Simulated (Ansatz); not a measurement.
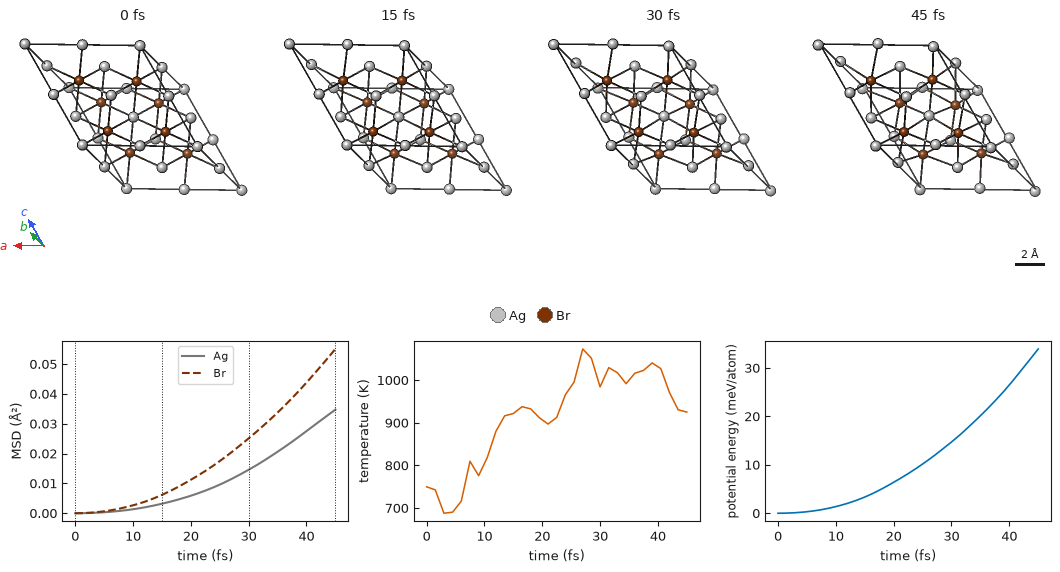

Molecular dynamics of a 16-atom cell of AgBr (built on the rocksalt type), 45 fs long. Frames and the history of the run. Style: ball-and-stick. Shown: the reduced simulation cell, from a free direction. Bonds to atoms that aren't drawn are left out. Lengths and directions refer to the drawn axes.

The calculation used DFT, PBEsol, plane waves, PAW (Ansatz 0.2.0). Set-up: plane-wave cutoff 420 eV; k-point mesh 2 × 2 × 2; Fermi-Dirac smearing 0.069 eV; Langevin thermostat (NVT); set temperature 800 K; time step 1.5 fs.

The input:
```yaml
crystal:
  lattice:
    - [0.0, 5.7854666527, 5.7854666527]
    - [5.7854666527, 0.0, 5.7854666527]
    - [5.7854666527, 5.7854666527, 0.0]
  atoms:
    - { symbol: Ag, position: [0.0, 0.0, 0.0] }
    - { symbol: Br, position: [0.25, 0.25, 0.25] }
    - { symbol: Ag, position: [0.0, 0.0, 0.5] }
    - { symbol: Br, position: [0.25, 0.25, 0.75] }
    - { symbol: Ag, position: [0.0, 0.5, 0.0] }
    - { symbol: Br, position: [0.25, 0.75, 0.25] }
    - { symbol: Ag, position: [0.0, 0.5, 0.5] }
    - { symbol: Br, position: [0.25, 0.75, 0.75] }
    - { symbol: Ag, position: [0.5, 0.0, 0.0] }
    - { symbol: Br, position: [0.75, 0.25, 0.25] }
    - { symbol: Ag, position: [0.5, 0.0, 0.5] }
    - { symbol: Br, position: [0.75, 0.25, 0.75] }
    - { symbol: Ag, position: [0.5, 0.5, 0.0] }
    - { symbol: Br, position: [0.75, 0.75, 0.25] }
    - { symbol: Ag, position: [0.5, 0.5, 0.5] }
    - { symbol: Br, position: [0.75, 0.75, 0.75] }
kpoints:
  mp_grid: { grid: [2, 2, 2] }
hamiltonian:
  xc: pbesol
scf:
  occupations: { method: fermi_dirac, width: 0.069 }
md:
  ensemble: nvt_langevin
  temperature: 800
  timestep: 1.5
  n_steps: 30
  initial_velocities: maxwell_boltzmann
  seed: 6841
```

Command:
```bash
ansatz run input.yaml --threads 4 --pin off --max-ram 3686MiB --backend cpu --events-out ev --progress --plain --runs-dir out
```

### What do the frames and curves show?

The mean temperature in the second half is 997 K (standard deviation 45 K). The potential energy is still drifting at the end, so the run hasn't reached equilibrium. The potential energy in the second half lies on average 19.6 meV per atom above the first frame. Root-mean-square distances from the starting positions over the second half, with the common drift of all atoms taken out: Br 0.18 Å, Ag 0.14 Å. The run lasts only 45 fs, too short to tell vibration from diffusion.

The run took 3.4 min on 4 threads of Arm Neoverse N1 (shared host), peak memory 1.5 GiB.
